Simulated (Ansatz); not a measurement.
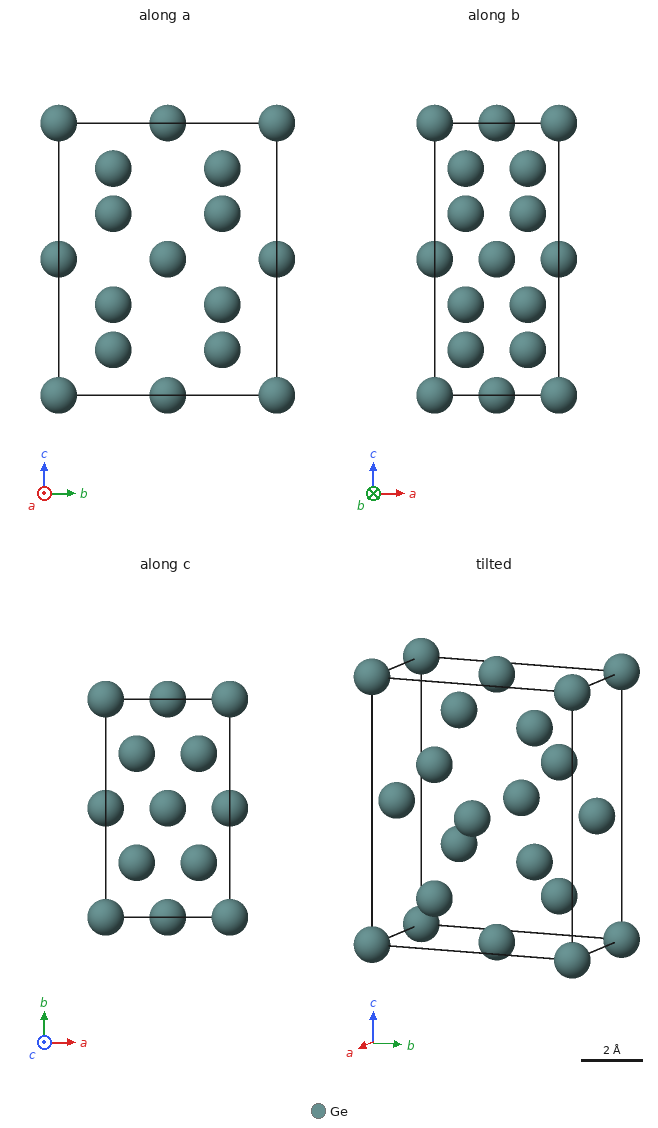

Spheres-only representation of a periodic structure, projected along the a axis, along the b axis, along the c axis and slightly off an axis. The lines enclose the conventional unit cell; boundary atoms appear with their images.

Lattice parameters: a = 4.090 Å, b = 7.184 Å, c = 8.965 Å, α = 90.00°, β = 90.00°, γ = 90.00°.

### Write down what is shown as a table of Wyckoff sites.

Space group Ccce:1 (No. 68).
```
atom  site       x       y       z
  Ge    8h  0.2500  0.2500  0.8330
  Ge    4a  0.0000  0.0000  0.0000
```

The structure comes from a structure type filled with this element by a generator (whether the element takes this form wasn't checked). It is drawn as it came out of a relaxation with DFT PBE, scalar-relativistic, plane waves, PAW in Ansatz.
